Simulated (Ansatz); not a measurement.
## Cr: 5 runs along one coordinate

System: Cr (Cmcm, 2 atoms in the cell).
Method: Kohn-Sham DFT of a periodic cell, PBE, Ansatz PAW, spin-polarised (Ansatz 0.2.0).

The 5 runs differ only in the geometry, by an even scaling of the cell at fixed fractional positions. The structure derives from a Materials Project entry.

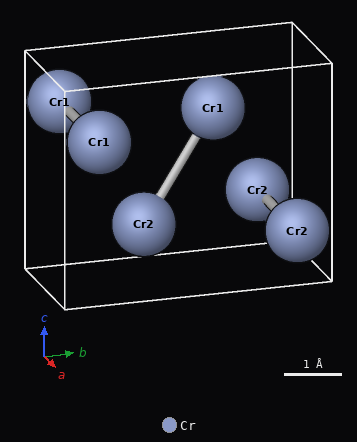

Figure 1. The structure of run 3 (ball-and-stick view of the cell 2 times as large as that of the calculation, set on its symmetry axes, seen slightly off an axis; atoms are numbered from 1 in the order of the input).

### Input of run 3
```yaml
crystal:
  lattice:
    - [1.147050505, -2.46702512, 0.0]
    - [1.147050505, 2.46702512, 0.0]
    - [0.0, 0.0, 4.06431074]
  atoms:
    - { symbol: Cr, position: [0.87053258, 0.12946742, 0.75], spin: 3.0 }
    - { symbol: Cr, position: [0.12946742, 0.87053258, 0.25], spin: 3.0 }
hamiltonian:
  xc: pbe
  pseudopotentials: { kind: paw }
magnetization:
  spin_polarized: true
kpoints:
  mp_grid: { grid: [13, 13, 7] }
scf:
  occupations: { method: fermi_dirac, width: 0.05 }
output:
  forces: true
  stress: true
  eigenvalues: true
```

Command:
```bash
ansatz run input.yaml --threads 2 --pin off --max-ram 5120MiB --backend cpu --events-out ev --progress --plain --runs-dir out
```

Run 2 differs from it as follows:
```diff
-    - [1.147050505, -2.46702512, 0.0]
-    - [1.147050505, 2.46702512, 0.0]
-    - [0.0, 0.0, 4.06431074]
+    - [1.1393519475, -2.4504674055, 0.0]
+    - [1.1393519475, 2.4504674055, 0.0]
+    - [0.0, 0.0, 4.0370326648]
```

### Results, with one run withheld

| run | volume per atom (Å³) | free energy per atom, from the lowest run given (meV) | pressure (GPa) |
| --- | --- | --- | --- |
| 1 | 11.041 | 45.59 | 19.50 |
| 2 | 11.271 | ? | ? |
| 3 | 11.501 | 7.30 | 7.58 |
| 4 | 11.731 | 0.16 | 2.46 |
| 5 | 11.961 | 0.00 | −2.16 |

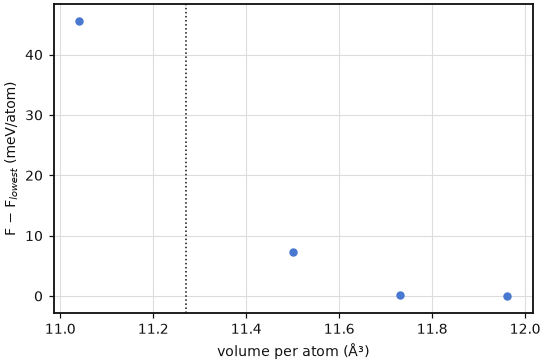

Figure 2. Free energy per atom of the runs given; the dotted line marks run 2.

Estimate the energy of run 2 from the others.

A quadratic polynomial in V^(−2/3) (the Birch–Murnaghan form), fitted to the 4 runs given, misses them by at most 0.01 meV per atom. With x = V^(−2/3) − 0.19571 Å⁻², it reads F = 5.1615 + 3566.3 x + 5.3717e+05 x² (meV per atom). At run 2 it gives 22.19 meV per atom, and the run itself gives 22.17. The slope of the fit gives a pressure −dF/dV of 13.24 GPa there, and the run prints 13.24 GPa. The fit has its minimum at 11.850 Å³ per atom, where V d²F/dV² gives 239 GPa. Cell shape and fractional positions are held, so this is the stiffness under even scaling; the relaxed bulk modulus wasn't computed.

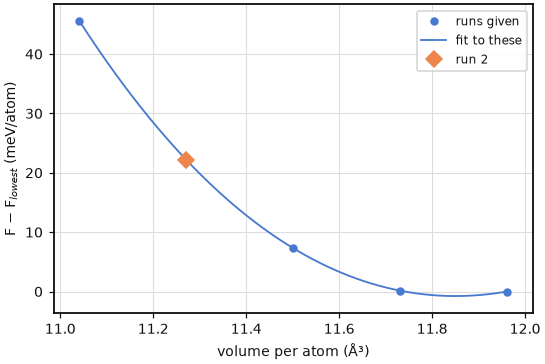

Figure 3. The fit and the withheld run.

### Output, shortened to warnings, some set-up lines, iterations and results (run 2)
```
WARN: the starting moments were not kept: the SCF closed with an absolute magnetisation of 1.4e-6 μB, where they sum to 6 μB in size (2 sites). That is at most 0.1 of that sum. Measured as dr2_m measures the in/out step, that magnetisation stands 5.7e-13 eV from none, at or under the dr2_threshold of 1.0e-7 eV: it is no larger than a step whose dr2_m would equal this threshold. The system may …
Basis set: ecut = 420 eV, 451 PW (Γ), exchange–correlation on 40×40×54 points (8 copies of the dense FFT grid, shifted against one another)
Symmetry: 8 space group operations
k-points: 196 of 1183
Initial density: superposition of atomic densities (chi_scale 0.1, normalization cell)
[...]
SCF iter   1: F=—  HF=-6760.851245 eV  |F-HF|=—  |Δ(HF+E_count)|=         —  Δρ=3.19e-1 (↑3.19e-1 ↓1.41e-1)  dr2=9.36e0  dr2_m=9.93e0  M=0.761 μB ∫|m|=0.761 μB  β_m=0.30  …
SCF iter   2: F=—  HF=-6756.592973 eV  |F-HF|=—  |Δ(HF+E_count)|=    4.26e0  Δρ=2.05e-1 (↑2.05e-1 ↓1.12e-1)  dr2=3.01e0  dr2_m=4.83e0  M=0.733 μB ∫|m|=0.733 μB  β_m=0.57  …
SCF iter   3: F=—  HF=-6754.808770 eV  |F-HF|=—  |Δ(HF+E_count)|=    1.78e0  Δρ=4.95e-2 (↑4.95e-2 ↓2.41e-2)  dr2=2.36e-1  dr2_m=2.50e-1  M=0.338 μB ∫|m|=0.339 μB  β_m=0.61  …
SCF iter   4: F=—  HF=-6754.767222 eV  |F-HF|=—  |Δ(HF+E_count)|=   4.15e-2  Δρ=1.17e-2 (↑3.02e-3 ↓1.17e-2)  dr2=2.05e-2  dr2_m=7.91e-3  M=0.103 μB ∫|m|=0.110 μB  β_m=0.74  …
SCF iter   5: F=—  HF=-6754.777978 eV  |F-HF|=—  |Δ(HF+E_count)|=   1.08e-2  Δρ=3.04e-3 (↑1.22e-3 ↓3.04e-3)  dr2=1.65e-3  dr2_m=6.28e-4  M=0.040 μB ∫|m|=0.047 μB  β_m=0.87  …
SCF iter   6: F=—  HF=-6754.779258 eV  |F-HF|=—  |Δ(HF+E_count)|=   1.28e-3  Δρ=1.23e-3 (↑8.57e-4 ↓1.23e-3)  dr2=2.98e-5  dr2_m=2.22e-4  M=0.014 μB ∫|m|=0.016 μB  β_m=0.94  …
SCF iter   7: F=—  HF=-6754.779268 eV  |F-HF|=—  |Δ(HF+E_count)|=   1.07e-5  Δρ=4.37e-4 (↑4.37e-4 ↓3.71e-4)  dr2=1.34e-6  dr2_m=3.35e-5  M=0.006 μB ∫|m|=0.007 μB  β_m=0.97  …
SCF iter   8: F=—  HF=-6754.779275 eV  |F-HF|=—  |Δ(HF+E_count)|=   6.07e-6  Δρ=3.17e-5 (↑3.17e-5 ↓2.90e-5)  dr2=6.70e-7  dr2_m=2.60e-8  M=0.000 μB ∫|m|=0.000 μB  β_m=0.84  …
SCF iter   9: F=—  HF=-6754.779274 eV  |F-HF|=—  |Δ(HF+E_count)|=   2.22e-7  Δρ=1.69e-5 (↑1.37e-5 ↓1.69e-5)  dr2=1.57e-8  dr2_m=4.28e-8  M=-0.000 μB ∫|m|=0.000 μB  β_m=0.85  …
SCF iter  10: F=—  HF=-6754.779274 eV  |F-HF|=—  |Δ(HF+E_count)|=   2.29e-8  Δρ=5.04e-6 (↑3.75e-6 ↓5.04e-6)  dr2=1.77e-9  dr2_m=3.49e-9  M=-0.000 μB ∫|m|=0.000 μB  β_m=0.90  …
SCF iter  11: F=—  HF=-6754.779274 eV  |F-HF|=—  |Δ(HF+E_count)|=   2.71e-9  Δρ=5.75e-7 (↑3.13e-7 ↓5.75e-7)  dr2=3.29e-11  dr2_m=3.24e-11  M=-0.000 μB ∫|m|=0.000 μB  β_m=0.95 …
SCF iter  12: F=-6754.779274 eV  HF=-6754.779274 eV  |F-HF|=1.36e-11  |Δ(HF+E_count)|=  1.64e-11  Δρ=2.09e-7 (↑2.09e-7 ↓1.76e-7)  dr2=1.93e-11  dr2_m=1.17e-12  M=0.000 μB …
SCF 1 converged in 12 iterations: F = -6754.779274 eV  dr2 = 1.93e-11
WARN: the starting moments were not kept: the SCF closed with an absolute magnetisation of 1.4e-6 μB, where they sum to 6 μB in size (2 sites). That is at most 0.1 of that sum. Measured as dr2_m measures the in/out step, that magnetisation stands 5.7e-13 eV from none, at or under the dr2_threshold …
SCF converged after 12 iterations
Magnetization: 0.0000 μB (14.0000 up, 14.0000 down)
Absolute magnetization: 0.0000 μB (∫|ρ↑−ρ↓|, with the PAW one-centre terms)
Spin contamination: 0.0000 ħ² per cell (⟨S²⟩ above its minimum at these occupations)
Per-site moments (μB) at R_I (Å): [(1.6922574912744994e-8, 0.9399653566874999), (1.6922575142267904e-8, 0.9399653566874999)]
Free energy (F): -6754.779274 eV
Harris-Foulkes:  -6754.779274 eV  (|F-HF|=1.36e-11)
Internal energy: -6754.756379 eV  (E = F + TS)
E sigma→0 (E₀):  -6754.767826 eV
Entropy (-TS):   -0.022896 eV (-11.448 meV/atom)
Fermi energy:    19.973038 eV
--- Per-component energies (eV) ---
  E_band       = -271.093981
  E_kinetic    = 690.482923
  E_local      = -2332.813460  (includes V_loc(G=0)·N_el)
  E_nonlocal   = 159.450288
  E_hartree    = 1026.091201
  E_xc         = -281.020919
  E_vxc        = -358.645548  (∫ρ·V_xc dr)
  E_paw        = -2391.569077  (= ΣΔE_a)
  E_vpaw       = -481.751065  (= ΣTr[D̂ρ^β])
[...]
```

Warnings of the run: some starting moments were not kept.
